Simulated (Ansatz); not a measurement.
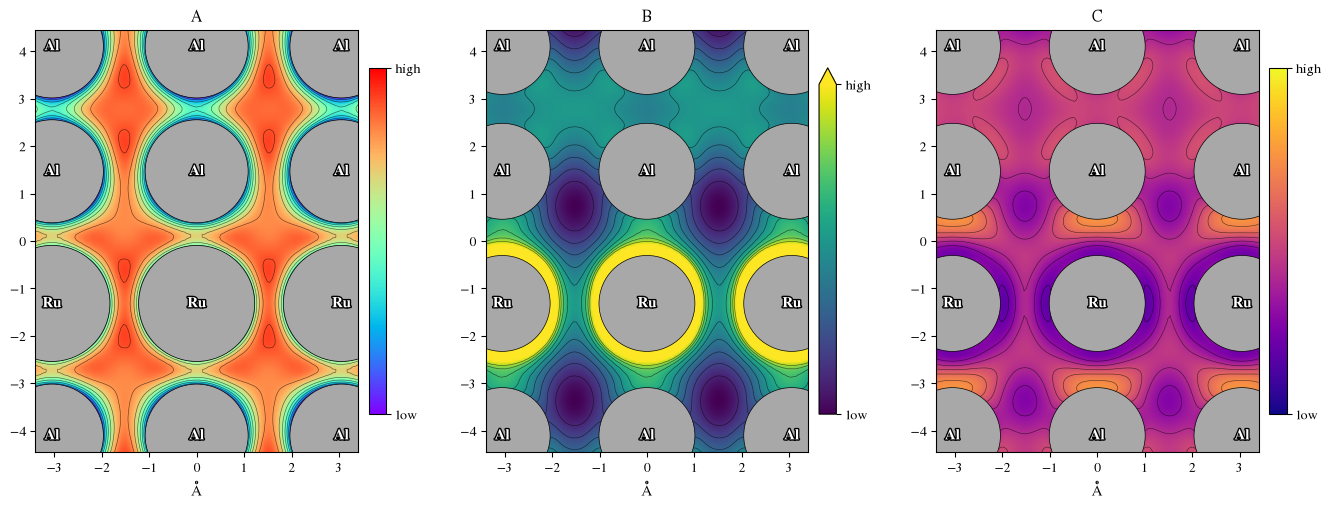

Al₂Ru: 3 fields on the (100) plane of the conventional cell, with unlabelled colour scales. Grey discs cover the atomic cores.

Space group I4/mmm; a structure from a database of computed crystals, not necessarily the ambient phase; computed pressure about 15 GPa in this cell; computed without spin polarisation.

All numbers below come from DFT PBEsol, scalar-relativistic, plane waves, PAW (Ansatz 0.2.0).

Question: Which field does each panel show? The fields are: electron localisation function, electrostatic potential energy of an electron and valence pseudo-density.

Answer: Panel A: electrostatic potential energy of an electron (low next to the atoms, rising into the space between them). Panel B: valence pseudo-density. Panel C: electron localisation function. From the grid: Al–Al (2.63 Å): ρ at the midpoint is about 0.26 e/Å³; the ELF is about 0.50 at the midpoint. Al–Ru (2.79 Å): the density is about 0.33 e/Å³ at the midpoint; the ELF is about 0.50 at the midpoint.
